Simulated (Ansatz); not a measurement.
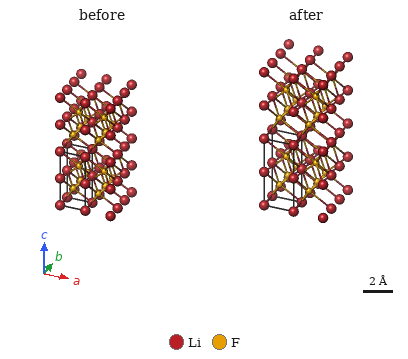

The structure of solid LiF (built on the NiAs type) before (left) and after (right) a relaxation, at one scale.

Style: ball-and-stick. Shown: the cell of the calculation, repeated 2 × 3 × 2 with one cell outlined, slightly off an axis.

The calculation used DFT, PBEsol, plane waves, PAW in Ansatz 0.2.0.

Input file:
```yaml
crystal:
  lattice:
    - [2.383746, 0.0, 0.0]
    - [-1.191873, 2.0643845922, 0.0]
    - [0.0, 0.0, 3.88550598]
  atoms:
    - { symbol: Li, position: [0.0, 0.0, 0.0] }
    - { symbol: Li, position: [0.0, 0.0, 0.5] }
    - { symbol: F, position: [0.3333333333, 0.6666666667, 0.25] }
    - { symbol: F, position: [0.6666666667, 0.3333333333, 0.75] }
kpoints:
  mp_grid: { grid: [9, 9, 6] }
hamiltonian:
  xc: pbesol
scf:
  occupations: { method: fermi_dirac, width: 0.03 }
relax:
  f_tol: 0.01
  cell: {}
  max_steps: 120
```

Launched with:
```bash
ansatz run input.yaml --threads 2 --pin off --max-ram 2211MiB --backend cpu --events-out ev --progress --plain --runs-dir out
```

Describe what moved and what it gained.

Answer. The energy falls by 3.023 eV per cell of the calculation in 12 accepted moves (16 points after the start). All forces vanish by symmetry, so only the cell relaxes. The pressure goes from 114.50 to 0.00 GPa. The SCF was repeated 4 times at an unchanged geometry on a basis and grid sized afresh for the cell, which shifted the energy by 0.427 eV per cell of the calculation at most. The atoms keep their places relative to the cell (all moves are under 0.005 Å). Cell: a = b 2.384 → 2.787 Å (+16.9 %), c 3.886 → 4.810 Å (+23.8 %). Volume +69.2 %. Some distances before and after: Li1–Li2 1.943 → 2.405 Å, Li1–Li1 2.384 → 2.787 Å, Li1–F3 1.685 → 2.009 Å. Among the angles between lasting bonds that change: Li1–F3–Li2 70.4° → 73.6°, Li1–F3–Li1 90.1° → 87.8°, F3–Li1–F4 89.9° → 92.2°. The space group stays P6_3/mmc (No. 194).
